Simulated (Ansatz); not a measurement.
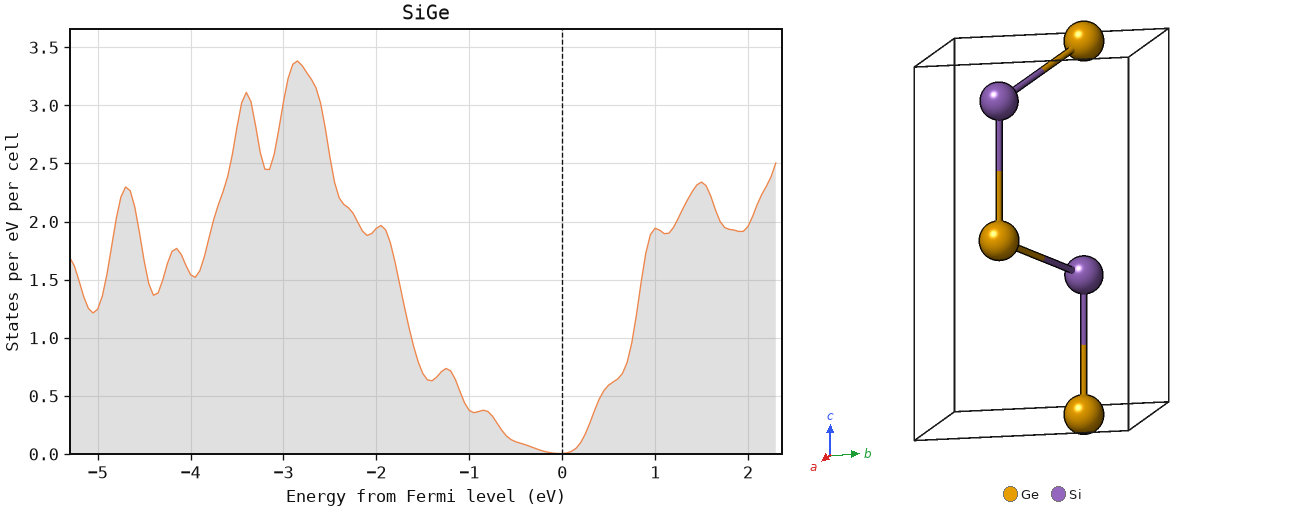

Density of states, beside the structure. Energies are counted from the Fermi level. The curve is built from the levels of the k mesh with Gaussians 0.3 eV wide, which also blur the band edges.

The material is SiGe, space group P6_3mc, 4 atoms in the cell, wurtzite type; a = 3.89 Å, b = 3.89 Å, c = 6.44 Å, α = 90.00°, β = 90.00°, γ = 120.00°.

Level of theory: DFT, r2SCAN+rVV10, plane waves, PAW, no spin polarisation, 12×12×4 k mesh, Fermi-Dirac smearing of 0.03 eV; code Ansatz 0.2.0.

### Metal or insulator, going by the density of states?

There is a gap; over the k points computed it is 0.61 eV (indirect; the smallest direct gap is 0.79 eV).
